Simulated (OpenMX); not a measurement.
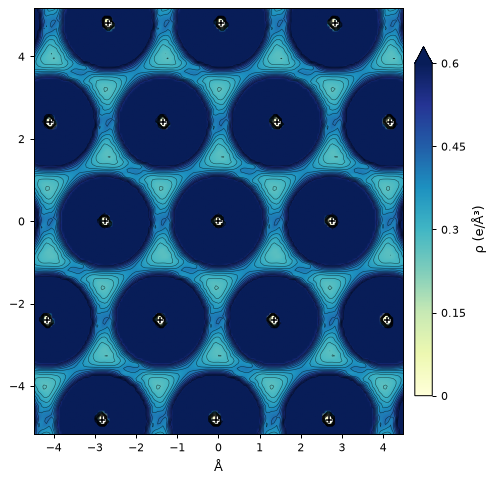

The valence charge density (pseudo) on a plane through atoms (crosses mark nuclei in the plane).

Level of theory: Kohn-Sham DFT of a periodic cell, PBE, OpenMX 2013 PBE set in OpenMX.

Candidates:
A. PbO, a = 3.99 Å, b = 3.99 Å, c = 5.01 Å, α = 90.00°, β = 90.00°, γ = 90.00°. Space group P4/nmm; not relaxed (largest force 0.4 eV/Å); computed pressure about 4 GPa in this cell.
B. Pt, a = 3.90 Å, b = 3.88 Å, c = 2.76 Å, α = 90.13°, β = 133.74°, γ = 90.31°. Space group P-1; changed on purpose from its base cell (cell strained at random at fixed volume); computed pressure about 13 GPa in this cell.
C. TiSi2, a = 2.89 Å, b = 3.36 Å, c = 8.42 Å, α = 90.00°, β = 90.00°, γ = 90.00°. Space group Immm; a structure from a database of computed crystals, not necessarily the ambient phase; computed pressure about 8 GPa in this cell.

### Which candidate gave the map?

Candidate B: Pt on the (110) plane of the standardised cell, which holds Pt. Pt–Pt (2.76 Å): ρ is about 0.38 e/Å³ halfway. Pt–Pt (2.79 Å): the density is about 0.41 e/Å³ at the midpoint.
